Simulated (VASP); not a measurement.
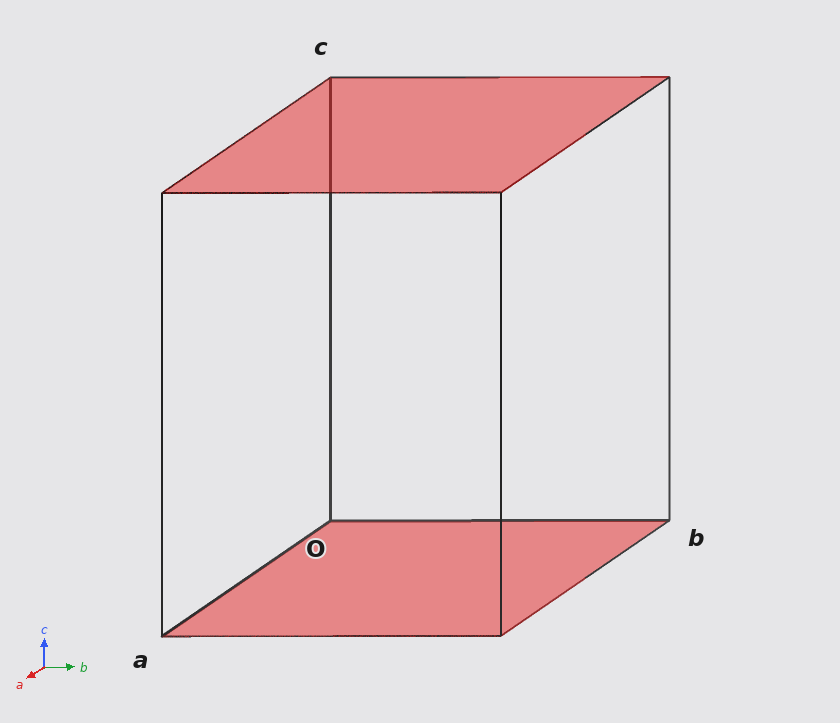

Crystal: PtS₂, an entry of the Crystallography Open Database, as set up for an electronic-structure calculation. Every member of one family of equally spaced planes, hx + ky + lz = a whole number, that cuts the unit cell is shaded (one member passes through the origin O). All values are computed from the atomic coordinates in the standard setting (tolerance 0.002 Å).

a = 3.543 Å, b = 3.543 Å, c = 5.039 Å, α = 90.00°, β = 90.00°, γ = 120.00°.

Which (hkl) family is drawn?

(0 0 1), in four indices (0 0 0 1); the opposite sign names the same planes. The member next to the origin meets the axes a never, b never, c at 1.

What is the spacing?

d = 5.039 Å.

The space group is P-3m1 (No. 164). How many reflections hkl are equivalent to this one (itself included), and does it occur?

2 reflections are equivalent in the Laue class -3m. The space group allows the reflection.
